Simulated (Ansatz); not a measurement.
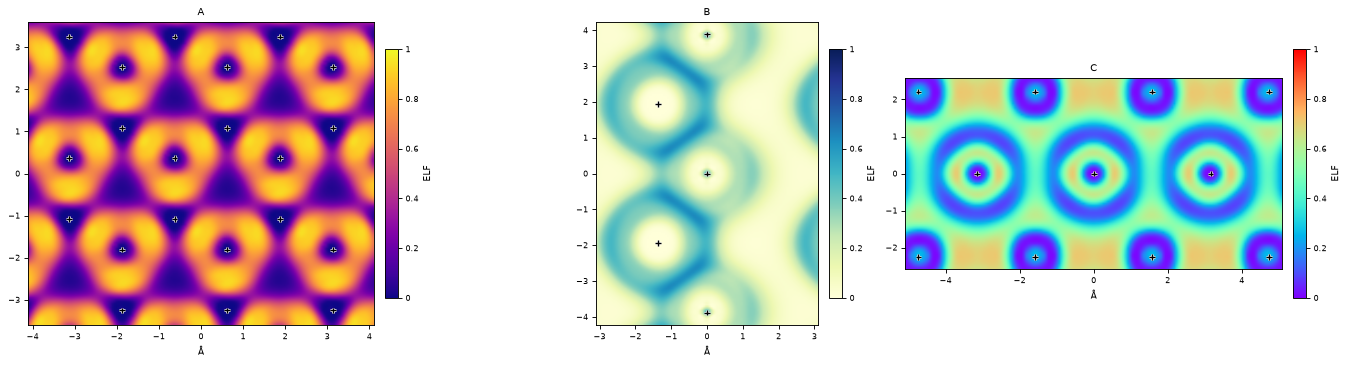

The electron localisation function of 3 systems, each on a plane through atoms (crosses mark nuclei in the plane).

Computed with DFT PBEsol, scalar-relativistic, plane waves, PAW (Ansatz).

System 1: TiAl, the (101̄) plane of the conventional cell. Space group P4mm; a structure from a database of computed crystals, not necessarily the ambient phase; changed on purpose from its base cell (all Al atoms moved +0.025 Å, as atom 2 towards its neighbour atom 2 (Al) at 3.156 A); computed without spin polarisation.

```xyz
2
Lattice="0.0000 3.1565 0.0000 0.0000 0.0000 3.1565 3.1565 0.0000 0.0000" Properties=species:S:1:pos:R:3 pbc="T T T"
Ti    0.0000    0.0000    0.0000
Al    1.5532    1.5782    1.5782
```

System 2: GaSb, the (101) plane of the conventional cell. Space group F-43m; computed pressure about 35 GPa in this cell.

```yaml
crystal:
  lattice:
    - [5.49225, 0.00000, 0.00000]
    - [0.00000, 0.00000, -5.49225]
    - [0.00000, 5.49225, 0.00000]
  atoms:
    - { symbol: Ga, position: [0.50000, 0.50000, 0.00000] }
    - { symbol: Ga, position: [0.00000, 0.50000, 0.50000] }
    - { symbol: Ga, position: [0.00000, 0.00000, 0.00000] }
    - { symbol: Ga, position: [0.50000, 0.00000, 0.50000] }
    - { symbol: Sb, position: [0.75000, 0.75000, 0.25000] }
    - { symbol: Sb, position: [0.25000, 0.75000, 0.75000] }
    - { symbol: Sb, position: [0.25000, 0.25000, 0.25000] }
    - { symbol: Sb, position: [0.75000, 0.25000, 0.75000] }
```

System 3: BN, the (001) plane of the conventional cell. Space group R3m; a structure from a database of computed crystals, not necessarily the ambient phase.

```xyz
6
Lattice="2.5042 0.0000 0.0000 -1.2521 2.1687 0.0000 0.0000 0.0000 10.4446" Properties=species:S:1:pos:R:3 pbc="T T T"
B     1.2521    0.7229    3.4776
B     0.0000    1.4458    6.9591
B     0.0000    0.0000   10.4406
N     0.0000    0.0000    3.4761
N     1.2521    0.7229    6.9576
N     0.0000    1.4458   10.4392
```

Match each panel to its system.

Panel A is system 3, BN: the plane holds B and N. B–N (1.45 Å): the ELF peaks at about 0.95 between the atoms (a shared but strongly polarised pair). Panel B is system 2, GaSb: the plane holds Ga and Sb. Ga–Sb (2.38 Å): the ELF peaks at about 0.65 between the atoms. Panel C is system 1, TiAl: the plane holds Ti and Al. Ti–Al (2.72 Å): the ELF is about 0.25 at the midpoint (no localised pair shows between them).
